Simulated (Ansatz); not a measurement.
# Calculations on Al$_{4}$As$_{3}$ and related structures

Part 1: Relaxation

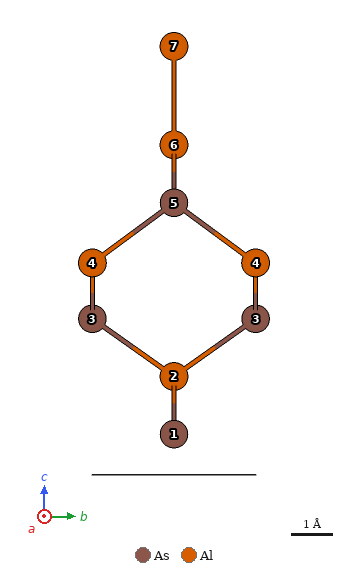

This is the input geometry for a constrained relaxation of a slab of composition Al4As3 (cut from the F-43m phase). The picture is a ball-and-stick view of the 2 × 1 repeat of the cell, outlined in the plane, without the vacuum, seen along the a axis.

Case: Al over the place (0/4, 0/4) of the surface cell, its height relaxed. The slab is the (1 0 0) face of AlAs with Al on it. 6 atoms are held fixed.

Computed with Ansatz, DFT PBEsol, scalar-relativistic, plane waves, PAW.

Input
```yaml
crystal:
  lattice:
    - [4.0125456562, 0.0, 0.0]
    - [0.0, 4.0125456562, 0.0]
    - [0.0, 0.0, 26.0932456083]
  atoms:
    - { symbol: As, position: [0.0, 0.5, 0.3257547999] }
    - { symbol: Al, position: [0.5, 0.5, 0.3801232422] }
    - { symbol: As, position: [0.5, 0.0, 0.4344916847] }
    - { symbol: Al, position: [0.0, 0.0, 0.4871067024] }
    - { symbol: As, position: [0.0, 0.5, 0.5437549896] }
    - { symbol: Al, position: [0.5, 0.5, 0.5983507225] }
    - { symbol: Al, position: [0.5, 0.5, 0.6910950302], spin: 1.0 }
basis:
  ecutwfc: 420
kpoints:
  mp_grid: { grid: [7, 7, 1] }
hamiltonian:
  xc: pbesol
scf:
  occupations: { method: gaussian, width: 0.05 }
output:
  forces: true
  eigenvalues: true
  populations: true
  write_density: true
  write_potential: true
  elf: true
  volumetric_format: npy
magnetization:
  spin_polarized: true
relax:
  adjacent_minimum: "off"
  f_tol: 0.02
  max_steps: 25
  constraints: [{ sites: [0, 1, 2, 3, 4, 5] }, { site: 6, fix: xy }]
efield:
  axis: 3
  dipole_correction: true
  ramp_width: 0.04
```

Command:
```bash
ansatz run input.yaml --threads 2 --pin off --max-ram 5120MiB --backend cpu --events-out ev --progress --plain --runs-dir out
```

Question: What does the optimiser find from here?

Answer: Over 3 geometry steps the energy falls by 0.126 eV per cell of the calculation. Largest force component: 1.3 eV/Å at the start, 0.0023 eV/Å at the end. The largest move is that of Al7, 0.23 Å along the normal (+c). As stays in place. The cell doesn't change. Near-neighbour distances that change, for instance: Al6–Al7 2.420 → 2.645 Å.

The end point in the same view:

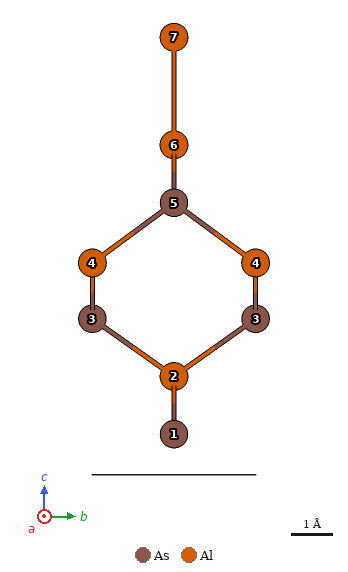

Limits of the set-up: the periodic images lie only 4.0 Å apart, so the values are limited by the cell's size.

Part 2: Relaxation

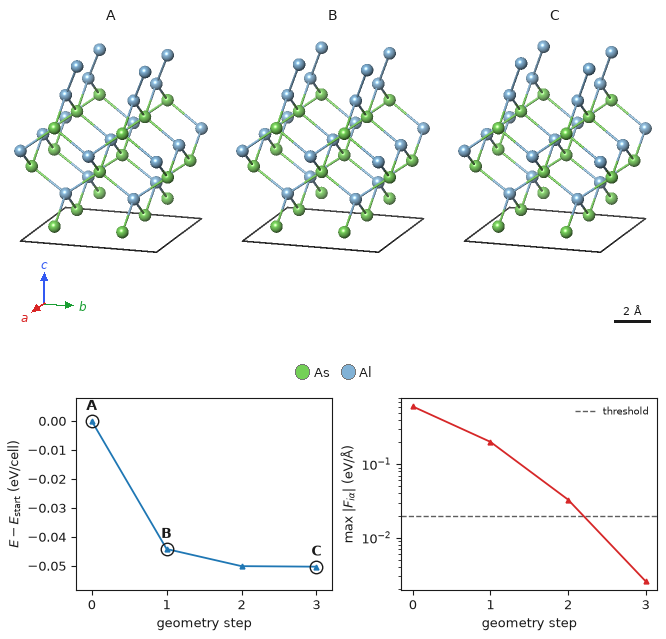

Frames of a constrained relaxation of a slab of composition Al$_{4}$As$_{3}$ (cut from the F-43m phase), marked on the history of the run. A ball-and-stick model of the 2 × 2 repeat of the cell, outlined in the plane, without the vacuum, seen slightly off an axis.

Case: Al over the place (1/4, 1/4) of the surface cell, its height relaxed. The slab is the (1 0 0) face of AlAs with Al on it. 6 atoms are held fixed.

Theory: DFT PBEsol, scalar-relativistic, plane waves, PAW (Ansatz 0.2.0).

Input
```yaml
crystal:
  lattice:
    - [4.0125456562, 0.0, 0.0]
    - [0.0, 4.0125456562, 0.0]
    - [0.0, 0.0, 26.0932456083]
  atoms:
    - { symbol: As, position: [0.0, 0.5, 0.3257547999] }
    - { symbol: Al, position: [0.5, 0.5, 0.3801232422] }
    - { symbol: As, position: [0.5, 0.0, 0.4344916847] }
    - { symbol: Al, position: [0.0, 0.0, 0.4871067024] }
    - { symbol: As, position: [0.0, 0.5, 0.5437549896] }
    - { symbol: Al, position: [0.5, 0.5, 0.5983507225] }
    - { symbol: Al, position: [0.75, 0.75, 0.6742324288], spin: 1.0 }
basis:
  ecutwfc: 420
kpoints:
  mp_grid: { grid: [7, 7, 1] }
hamiltonian:
  xc: pbesol
scf:
  occupations: { method: gaussian, width: 0.05 }
output:
  forces: true
  eigenvalues: true
  populations: true
  write_density: true
  write_potential: true
  elf: true
  volumetric_format: npy
magnetization:
  spin_polarized: true
relax:
  adjacent_minimum: "off"
  f_tol: 0.02
  max_steps: 25
  constraints: [{ sites: [0, 1, 2, 3, 4, 5] }, { site: 6, fix: xy }]
efield:
  axis: 3
  dipole_correction: true
  ramp_width: 0.04
```

Run as
```bash
ansatz run input.yaml --threads 2 --pin off --max-ram 5120MiB --backend cpu --events-out ev --progress --plain --runs-dir out
```

Q: Describe the path.

A: Over 3 geometry steps the energy falls by 50.3 meV per cell of the calculation. Largest force component: 0.61 eV/Å at the start, 0.0026 eV/Å at the end. Al7 moves most: 0.17 Å along the normal (+c). As stays in place. The cell stays as it was. Among the contacts that change: Al6–Al7 2.436 → 2.578 Å. Cost: 5.3 min on 2 threads of Arm Neoverse V2, on a shared host, peak memory 0.96 GiB. From step 0 to 1: Al7 moves most (0.11 Å), energy −44.2 meV per cell of the calculation. From step 1 to 3: Al7 moves most (0.06 Å), energy −6.1 meV per cell of the calculation.

```csv
step,"E − E(0), meV/atom","largest force component, eV/Å"
0,0.00,0.6093
1,-6.31,0.2012
2,-7.15,0.0330
3,-7.18,0.0026
```

Limits of the set-up: the periodic images lie only 4.0 Å apart, so the values are limited by the cell's size.

Part 3: A change

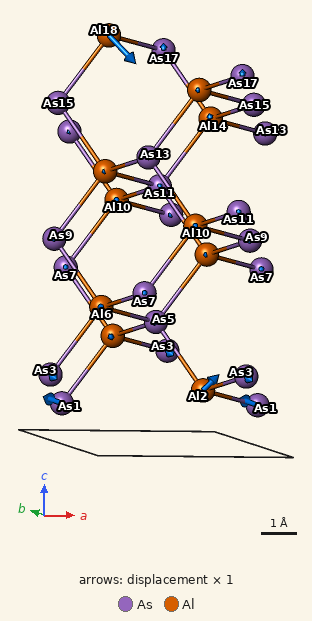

A (2 1 0) slab of AlAs as cut from the relaxed bulk. The blue arrows show how the atoms are displaced, at true length. A ball-and-stick model of the cell of the calculation, outlined in the plane, without the vacuum, seen slightly off an axis.

All numbers below come from DFT PBEsol, scalar-relativistic, plane waves, PAW in Ansatz. Settings: plane-wave cutoff 420 eV; occupations gaussian; no spin polarisation. The k-mesh is chosen for each cell (8×8×8, 5×4×1). Smearing widths differ between the runs.

Describe the change and its computed effect.

The atoms of the slab are relaxed at the bulk's in-plane cell. The surface energy (mean of the two faces) falls from 1.76 to 1.27 J/m². The top spacing, between the Al and As planes, goes from 0.63 to -0.36 Å (−157.2 %), the bottom one (As to Al) from 0.63 to 0.96 Å (+51.9 %). The cell stays as it was. The atom that moves furthest relative to the layer's centre is an Al atom (1.21 Å at 49° to the normal (−c side)). By element the largest moves are Al 1.21 Å, As 0.88 Å. Some distances before and after: Al–As 2.457 → 2.438 to 2.686 Å.
